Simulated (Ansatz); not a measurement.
# Gap against strain: armchair BP nanoribbon (N = 10, H edges)

**Method.** Ansatz 0.2.0, plane waves with PAW datasets, PBE, Fermi-Dirac smearing of 0.05 eV, no spin-orbit coupling. The period is scaled from its relaxed value of 5.578 Å and the atoms relax, within the symmetry of the start, at each strain ε (in %); gaps, in eV, are read on a band path.

```
period (Å)  energy (eV a cell)  place of the conduction minimum (Γ = 0, Z = 1)   ε    gap
     5.355              +0.553                                            0.00  −4  1.107
     5.466              +0.135                                            0.00  −2  1.183
     5.578               0.000                                            0.00   0  1.186
     5.690              +0.129                                            0.00   2  1.137
     5.801              +0.503                                            0.00   4    1.1
```

One run is withheld: period (Å) = 5.913, with ε = 6. Fit a straight line gap = a + b × ε to the 5 rows shown and predict it.

**Fit.** The means are 0 for ε and 1.143 for gap. The sum of products of deviations is −0.1192 and the sum of squares in ε is 40, so b = −0.1192 / 40 = −0.002979 and a = 1.143 − (−0.002979) × 0 = 1.143. The residuals' standard deviation, with 3 degrees of freedom, is σ = 0.046.

**Prediction.** gap = 1.143 + (−0.002979) × 6 = 1.125. The run gave 1.074, so the prediction less the run is +0.051. The standard error of a prediction there, σ√(1 + 1/5 + (6 − 0)²/40), is 0.066, and the miss is 0.77 times that, for a point outside the fitted range. With so few rows σ is itself uncertain. The slope is only 0.4 times its own standard error, so the line says little more than the mean does.

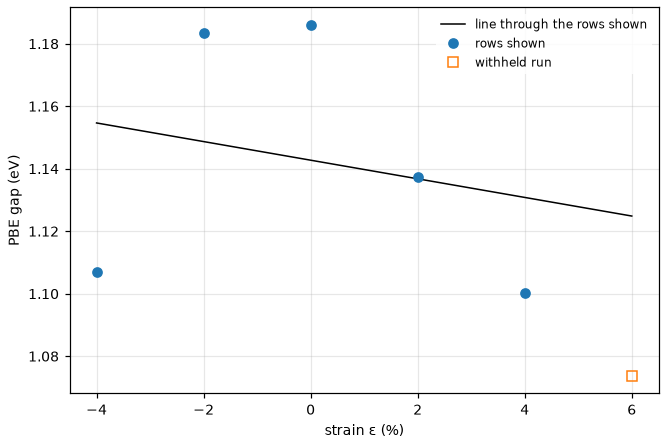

The fitted line, the rows shown and the withheld run.

The gap does not move one way: it turns somewhere between ε = -2 and 2 %, and the true extreme can lie between the rows, beyond the values shown.

Caveats: Kohn-Sham gaps of a wire among periodic images, which in a check on one flat ribbon (7 Å apart) lowered the gap by 0.2 eV and flattened the slope; the slope b × 100 is a mean deformation potential of the gap, in eV per unit strain. Between neighbouring runs it lies between −2.4 and 3.8 eV, so a bend, a kink or scatter between runs makes one line a rough account. The unstrained row comes from a denser mesh than the others, which shifts its energy a little. Series of this kind are told only where this holds: a gap at every strain (compound wires with polar facets were set aside first). 88 of 101 did.

[Logs are printed without paths, hosts, clocks, repeated set-up lines and the standing remarks that a program may print on its own settings, such as how far it seeks lower states.]
